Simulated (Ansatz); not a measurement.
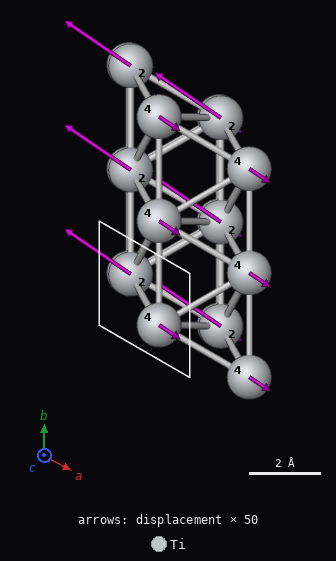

A relaxation of crystalline Ti (set up in P1). The starting structure is drawn; purple arrows show the displacements, 50 times their true length.

The picture is a ball-and-stick view of the cell of the calculation, repeated 2 × 3 × 1 with one cell outlined, seen along the c axis.

Theory: DFT r2SCAN, scalar-relativistic, plane waves, PAW in Ansatz. (plane-wave cutoff 500 eV; k-point mesh 12 × 12 × 4; occupations gaussian; smearing width 0.15 eV; no spin polarisation; cell and atoms relaxed; force threshold 0.01 eV/Å; at most 80 steps)

**Describe the change and its energy.**

The energy falls by 0.8 meV per atom in 2 accepted moves (3 points after the start). Largest force component: 0.11 eV/Å at the start, 0.0017 eV/Å at the end. The pressure goes from 0.03 to 0.01 GPa. The SCF was repeated once at an unchanged geometry on a basis and grid sized afresh for the cell, which shifted the energy by less than 0.05 meV per atom at most. The atom that moves furthest relative to the cell is a Ti atom (0.045 Å along −a). The drawn cell changes at constant volume: a = b unchanged at 2.936 Å, c 9.272 → 9.274 Å (0.0 %). Some distances before and after: Ti–Ti 2.840 → 2.872 Å, Ti–Ti 2.901 → 2.872 Å. Within 0.06 Å the space group is Amm2 at the start and P6_3/mmc at the end; at a tighter tolerance small leftover displacements or strains of the cell lower it.
